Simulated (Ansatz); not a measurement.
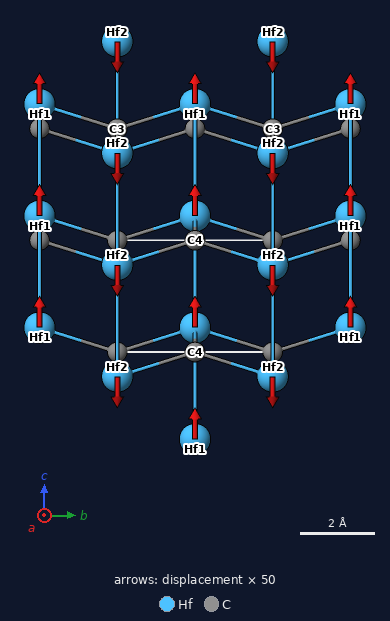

This is a relaxation of crystalline HfC (built on the litharge_129 type) (coarse preliminary run). The starting structure is drawn; red arrows show the displacements (the part carried along by the change of the cell is left out), 50 times their true length.

Style: ball-and-stick. Shown: the cell of the calculation, repeated 1 × 1 × 2 with one cell outlined, along the a axis.

Case: litharge type (P4/nmm, No. 129).

The calculation used DFT PBE, scalar-relativistic, plane waves, PAW in Ansatz.

Input
```yaml
crystal:
  lattice:
    - [4.2333327081, 0.0, 0.0]
    - [0.0, 4.2333327081, 0.0]
    - [0.0, 0.0, 3.0415487499]
  atoms:
    - { symbol: Hf, position: [0.0, 0.5, 0.2188135329] }
    - { symbol: Hf, position: [0.5, 0.0, 0.7811864671] }
    - { symbol: C, position: [0.0, 0.0, 0.0] }
    - { symbol: C, position: [0.5, 0.5, 0.0] }
basis:
  ecutwfc: 420
kpoints:
  mp_grid: { grid: [4, 4, 6] }
hamiltonian:
  xc: pbe
scf:
  occupations: { method: gaussian, width: 0.1 }
  lower_state_search: "off"
output:
  forces: true
  stress: true
  eigenvalues: true
relax:
  adjacent_minimum: "off"
  f_tol: 0.04
  max_steps: 70
  cell: { stress_tol: 0.4 }
```

Run as
```bash
ansatz run input.yaml --threads 1 --pin off --max-ram 2560MiB --backend cpu --events-out ev --progress --plain --runs-dir out
```

Question: Describe the change and its energy.

Answer: The largest moves relative to the cell, 0.018 Å, are those of Hf1 and Hf2. Hf2 goes along −c. C stays in place. Cell: a = b 4.233 → 4.207 Å (−0.6 %), c 3.042 → 3.110 Å (+2.3 %). Volume +1.0 %. Among the contacts that change: Hf1–Hf1 3.042 → 3.110 Å, Hf1–Hf2 3.448 → 3.433 Å, Hf1–Hf2 (another image) 3.276 → 3.286 Å. The space group stays P4/nmm (No. 129). Over 1 accepted move (3 points after the start) the energy falls by 5.9 meV per atom. The largest force component goes from 0.3 to 0.029 eV/Å. The pressure goes from 0.85 to −0.24 GPa. The line search rejected the trial step at point 1 of the run. The SCF was repeated once at an unchanged geometry on a basis and grid sized afresh for the cell, which shifted the energy by 0.1 meV per atom at most.

Limits of the set-up: the k-point mesh is coarse for a cell with partly filled bands.
